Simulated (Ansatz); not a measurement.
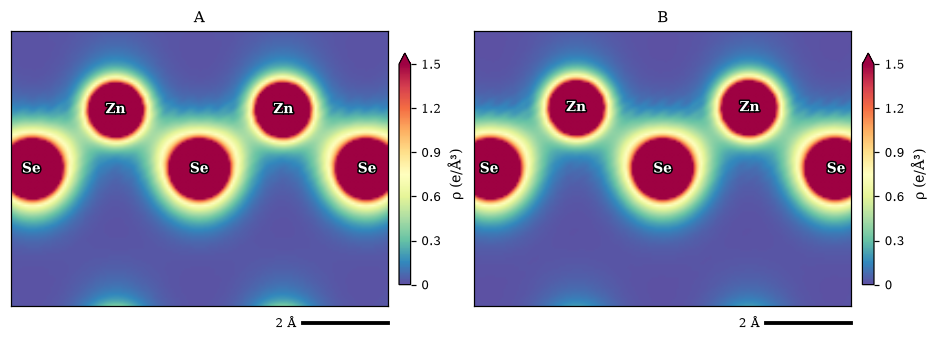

ZnSe. The valence electron density of two cells that differ in size, on the (101̄) plane of each (indices in the axes of the calculation cell), at one length scale and on one colour scale; one has 21.8 and the other 24.1 Å³ an atom.

The calculation used Ansatz 0.2.0, Kohn-Sham DFT of a periodic cell, revPBE0, Ansatz PAW.

Core electrons are frozen (PAW), and the valence fields are smoothed inside the atomic spheres.

> Which panel shows the smaller cell, and what does the compression change?

Panel A is the smaller cell, by 9 % in volume. From the larger cell to the smaller, Zn–Se goes from 2.50 to 2.42 Å, and the density at its midpoint from 0.43 to 0.49 e/Å³; the pressure goes from −1.1 to 6 GPa; the Kohn–Sham gap goes from 2.9 eV to 3.4 eV.
